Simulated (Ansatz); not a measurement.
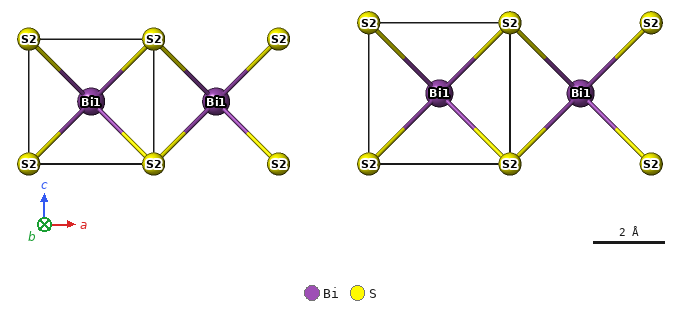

Two geometries of crystalline BiS (a generated structure, set up in Pm-3m), drawn at one scale. One is the start of a relaxation, the other its converged end. A ball-and-stick model of the cell of the calculation, repeated 2 × 1 × 1 with one cell outlined, seen along the b axis.

Theory: Kohn-Sham DFT of a periodic cell, HSE06, Ansatz PAW (Ansatz 0.2.0). Set-up: plane-wave cutoff 420 eV; k-point mesh 4 × 4 × 4; occupations fermi-dirac; smearing width 0.05 eV; no spin polarisation; cell and atoms relaxed; force threshold 0.01 eV/Å; at most 40 steps.

### Which geometry has the lower energy?

The left one is the relaxed one. The run lets cell and atoms move. The energy falls by 561 meV per atom in 5 accepted moves (6 points after the start). All forces vanish by symmetry, so only the cell relaxes. Pressure: −13.22 GPa at the start and −0.01 GPa at the end. The SCF was repeated once at an unchanged geometry on a basis and grid sized afresh for the cell, which shifted the energy by 1.1 meV per atom at most. The atoms keep their places relative to the cell (all moves are under 0.005 Å). The volume changes by −30.8 %, with a = b = c 4.003 → 3.540 Å (−11.6 %). Some distances before and after: Bi1–S2 3.467 → 3.066 Å. The space group stays Pm-3m (No. 221). Cost: 42 s on 1 × NVIDIA H100 80GB HBM3 with 2 threads of AMD EPYC 7R13 Processor (Zen 3), with other jobs on the host, peak memory 1.8 GiB.

Limits of the set-up: the k-point mesh is coarse for a cell with partly filled bands.
